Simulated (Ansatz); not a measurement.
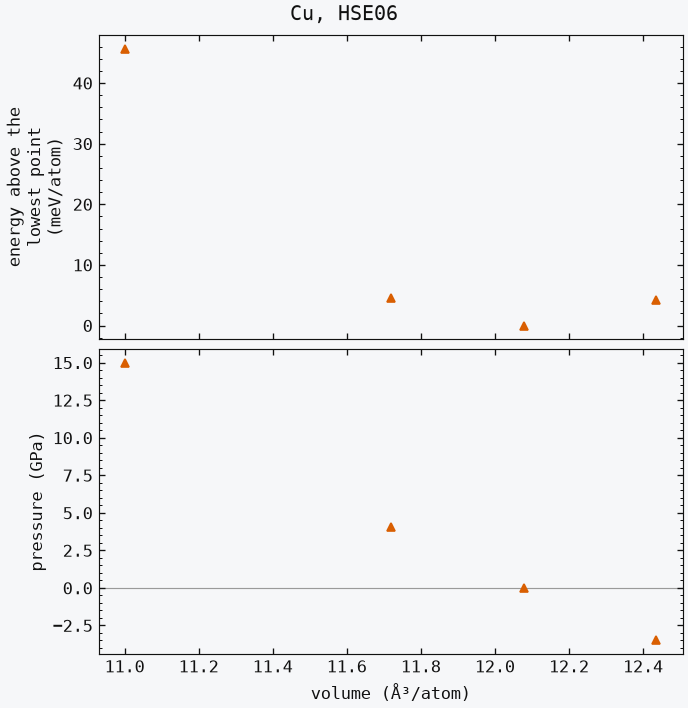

The picture above shows the energy above the lowest point and pressure against volume for Cu, space group Fm-3m (No. 225) (one of a set of cubic test structures, which need not be the stable phase).

Method: equation of state of a cubic crystal from periodic Kohn-Sham density functional theory without spin; pressure corrected for the finite basis (Ansatz 0.2.0 development build). Level: HSE06.

- structure type: fcc
- atoms in cell: 1
- space group number: 225
- lattice centring: face-centred primitive
- k mesh: 6×6×6
- occupation method: Fermi–Dirac
- occupation width: 0.1 eV
- wave cutoff: 420 eV
- datasets: soft-1 PAW
- density tolerance: 1e−07 eV
- bands: 14
- density cutoff ratio: 4
- search for lower states: default
- exchange singularity: Wigner-Seitz

The point at volume 11.36 Å³/atom is left out of the plot. What does the calculation give there?

```csv
volume (Å³/atom),energy above the lowest point (meV/atom),pressure (GPa)
11.36,19.0,9.0
```

Limits of the calculation: coarse k-mesh, values are not converged in k.
